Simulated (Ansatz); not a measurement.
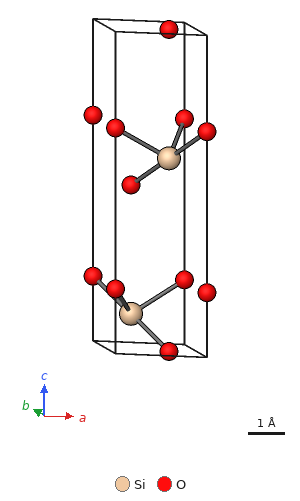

Normal modes of a crystal of SiO2 (a generated structure), space group P6₃mc (No. 186), at the zone centre. The picture is a ball-and-stick view of the cell of the calculation, seen slightly off an axis.

Level of theory: DFT PBE+D3(BJ), scalar-relativistic, plane waves, PAW (Ansatz). Settings: plane-wave cutoff 420 eV; k-point mesh 12 × 12 × 4; occupations fixed; no spin polarisation.

Frequencies are those without the non-analytic (LO–TO) term.

Q: Which optical modes does it have, at what frequencies, and is it stable there?

A: The calculation's cell holds 6 atoms, so there are 15 optical modes, in 9 levels. No level is unstable.

| level | symmetry | frequency (cm⁻¹) | activity |
| --- | --- | --- | --- |
| 1 | E₂ | 34 | Raman-active |
| 2 | B₁ | 83 | silent |
| 3 | E₂ | 537 | Raman-active |
| 4 | E₁ | 539 | infrared- and Raman-active |
| 5 | 4-fold | 556 | not assigned |
| 6 | B₁ | 686 | silent |
| 7 | A₁ | 693 | infrared- and Raman-active |
| 8 | A₁ | 836 | infrared- and Raman-active |
| 9 | B₁ | 943 | silent |

The modes drawn as arrows (one member of each degenerate set), 6 of the levels:

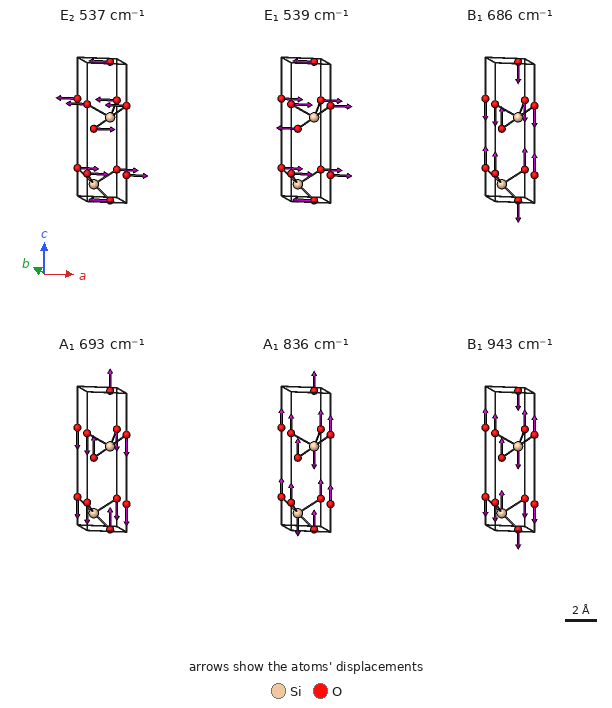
